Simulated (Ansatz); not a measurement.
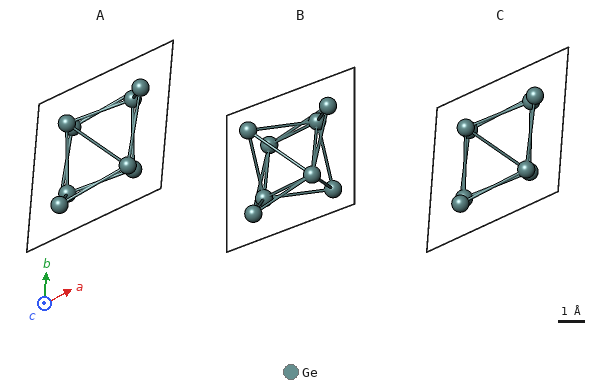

3 geometries from one relaxation of solid Ge (set up in Cmce), in shuffled order. Style: ball-and-stick. Shown: the cell of the calculation, along the c axis.

Method: DFT PBEsol, scalar-relativistic, plane waves, PAW (Ansatz). Set-up: plane-wave cutoff 420 eV; k-point mesh 8 × 8 × 6; occupations gaussian; smearing width 0.1 eV; no spin polarisation; cell and atoms relaxed; force threshold 0.005 eV/Å; at most 80 steps.

Q: Order the frames from highest to lowest energy.

A: B, C, A. They are steps 0, 6, 29, at +76.5 meV per atom, +31.3 meV per atom relative to the last. The largest moves relative to the cell, 0.89 Å, are those of Ge atoms. The drawn cell changes as follows: a = b 5.273 → 5.734 Å (+8.7 %), c 5.750 → 5.187 Å (−9.8 %), γ 69.3° → 59.8°; the volume changes by −1.5 %. Some distances before and after: Ge–Ge 4.382 → 3.111 Å, Ge–Ge 2.852 → 3.654 Å, Ge–Ge 3.180 → 3.859 Å, Ge–Ge 3.040 → 2.606 Å. Bond angles that change, for instance: Ge–Ge–Ge 101.1° → 70.0°, Ge–Ge–Ge 78.9° → 110.0°, Ge–Ge–Ge 117.8° → 99.4°. The space group (tolerance 0.01 Å) goes from Cmce (No. 64) to Fmmm (No. 69). After 24 accepted moves (29 points after the start) the energy has fallen by 76.5 meV per atom. The largest force component goes from 0.083 to 0.001 eV/Å. The pressure goes from −0.32 to −0.01 GPa. The line search rejected the trial steps at points 9, 18, 19 of the run. The SCF was repeated twice at an unchanged geometry on a basis and grid sized afresh for the cell, which shifted the energy by 2.2 meV per atom at most.
